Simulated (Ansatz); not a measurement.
Consider Ge.

Input

```
crystal:
  lattice:
    - [0.0, 2.1385113409, 2.1385113409]
    - [2.1385113409, 0.0, 2.1385113409]
    - [2.1385113409, 2.1385113409, 0.0]
  atoms:
    - { symbol: Ge, position: [0.0, 0.0, 0.0] }
hamiltonian:
  xc: pbe
  pseudopotentials:
    kind: paw
    azcp:
      Ge: "pseudopotentials/Ge.paw.azcp"
basis:
  ecutwfc: 420
  fft_grid_basis: typed
kpoints:
  mp_grid: { grid: [7, 7, 7], shift: [0, 0, 0] }
magnetization:
  spin_polarized: false
scf:
  occupations: { method: fermi_dirac, width: 0.1 }
output:
  write_density: true
  write_potential: true
  elf: true
  volumetric_format: npy
```

Launched as:

```sh
ansatz run input.yaml --threads 4 --pin off --max-ram 8192MiB --backend cpu --events-out ev --progress --plain --runs-dir out
```

Below, planes, directions and counts refer to the conventional cell (a = 4.28 Å, b = 4.28 Å, c = 4.28 Å, α = 90.00°, β = 90.00°, γ = 90.00°).

Space group Fm-3m; set up as Ge, fcc; a generated structure, not necessarily the stable one.

These are results of Ansatz 0.2.0, DFT, PBE, plane waves (420 eV) with PAW, scalar-relativistic, not measurements.

What will maps of the valence pseudo-density and electron localisation function show?

Ge–Ge (3.02 Å): ρ at the midpoint is about 0.16 e/Å³; the ELF is about 0.35 at the midpoint.

Does the calculation make it a metal, or give it a gap?

It is gapless in this calculation (a metal or semimetal).

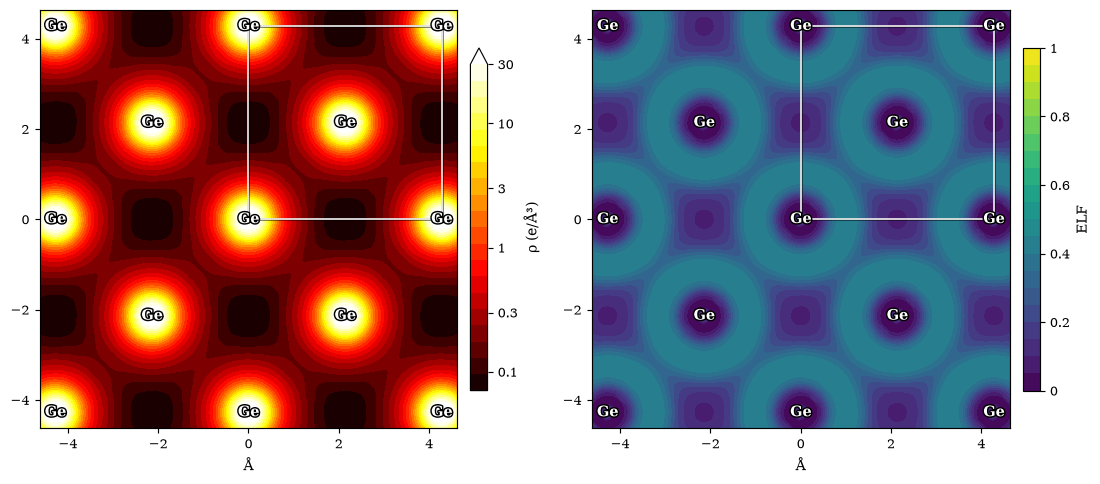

Computed valence pseudo-density and electron localisation function on the (001) plane of the conventional cell, in this order. 

The density is the valence pseudo-density of a PAW calculation; it isn't the true density close to the nuclei.
